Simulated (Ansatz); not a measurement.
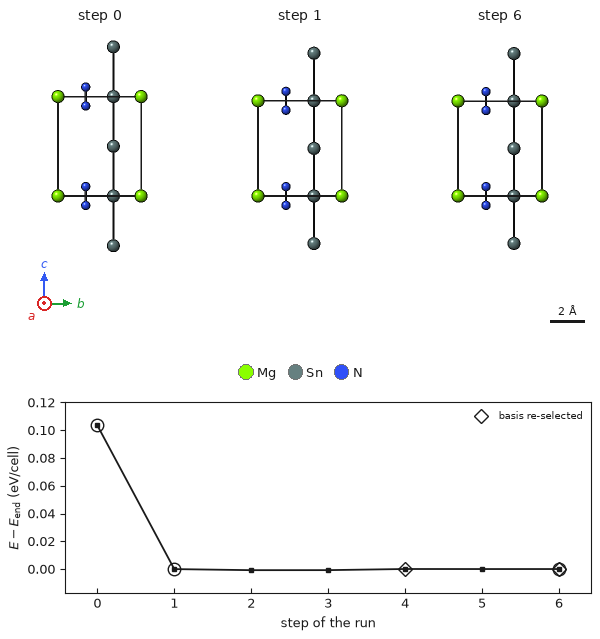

Frames of a relaxation of a crystal of MgSn2N2 (a generated structure, set up in P-6m2), marked on the history of the run. A ball-and-stick model of the cell of the calculation, seen along the a axis.

Method: DFT PBE, scalar-relativistic, plane waves, PAW (Ansatz).

Input file:
```yaml
crystal:
  lattice:
    - [5.6463536117, 0.0, 0.0]
    - [-2.8231768058, 4.8898856664, 0.0]
    - [0.0, 0.0, 5.8556715034]
  atoms:
    - { symbol: Mg, position: [0.0, 0.0, 0.0] }
    - { symbol: Sn, position: [0.3333333333, 0.6666666667, 0.0] }
    - { symbol: Sn, position: [0.3333333333, 0.6666666667, 0.5] }
    - { symbol: "N", position: [0.6666666667, 0.3333333333, 0.905085454] }
    - { symbol: "N", position: [0.6666666667, 0.3333333333, 0.094914546] }
basis:
  ecutwfc: 420
kpoints:
  mp_grid: { grid: [12, 12, 6] }
hamiltonian:
  xc: pbe
scf:
  occupations: { method: gaussian, width: 0.1 }
output:
  forces: true
  stress: true
  eigenvalues: true
relax:
  adjacent_minimum: "off"
  f_tol: 0.01
  max_steps: 80
  cell: { stress_tol: 0.05 }
```

Launched with:
```bash
ansatz run input.yaml --threads 1 --pin off --max-ram 2560MiB --backend cpu --events-out ev --progress --plain --runs-dir out
```

> Describe the path.

The largest moves relative to the cell, 0.025 Å, are those of N4 and N5. N4 goes along −c. Sn and Mg stay in place. The drawn cell changes as follows: a = b 5.646 → 5.705 Å (+1.0 %), c 5.856 → 5.591 Å (−4.5 %); the volume changes by −2.5 %. Among the contacts that change: Sn2–Sn3 2.928 → 2.796 Å. The space group stays P-6m2 (No. 187). Over 4 accepted moves (6 points after the start) the energy falls by 0.103 eV per cell of the calculation. Largest force component: 0.14 eV/Å at the start, 0.0034 eV/Å at the end. The pressure goes from −0.96 to 0.00 GPa. At 2 points the geometry stayed and the basis and grid were re-selected for the new cell (energy shift of 0.8 meV per cell of the calculation at most each time). From step 0 to 1: N atoms move most (0.02 Å), volume −2.4 %, energy −0.104 eV per cell of the calculation. From step 1 to 6: volume −0.2 %, energy +0.0 meV per cell of the calculation.

```json
{"step": "0", "E − E(0), meV/atom": "0.00", "largest force component, eV/Å": "0.1412", "pressure, GPa": "-0.96", "volume, Å³/atom": "32.335", "note": ""}
{"step": "1", "E − E(0), meV/atom": "-20.71", "largest force component, eV/Å": "0.2753", "pressure, GPa": "0.04", "volume, Å³/atom": "31.572", "note": ""}
{"step": "2", "E − E(0), meV/atom": "-20.86", "largest force component, eV/Å": "0.0112", "pressure, GPa": "0.01", "volume, Å³/atom": "31.512", "note": ""}
{"step": "3", "E − E(0), meV/atom": "-20.86", "largest force component, eV/Å": "0.0056", "pressure, GPa": "-0.01", "volume, Å³/atom": "31.523", "note": ""}
{"step": "4", "E − E(0), meV/atom": "-20.69", "largest force component, eV/Å": "0.0126", "pressure, GPa": "-0.02", "volume, Å³/atom": "31.523", "note": "same geometry, new basis"}
{"step": "5", "E − E(0), meV/atom": "-20.70", "largest force component, eV/Å": "0.0032", "pressure, GPa": "0.00", "volume, Å³/atom": "31.518", "note": ""}
{"step": "6", "E − E(0), meV/atom": "-20.70", "largest force component, eV/Å": "0.0034", "pressure, GPa": "0.00", "volume, Å³/atom": "31.518", "note": "same geometry, new basis"}
```
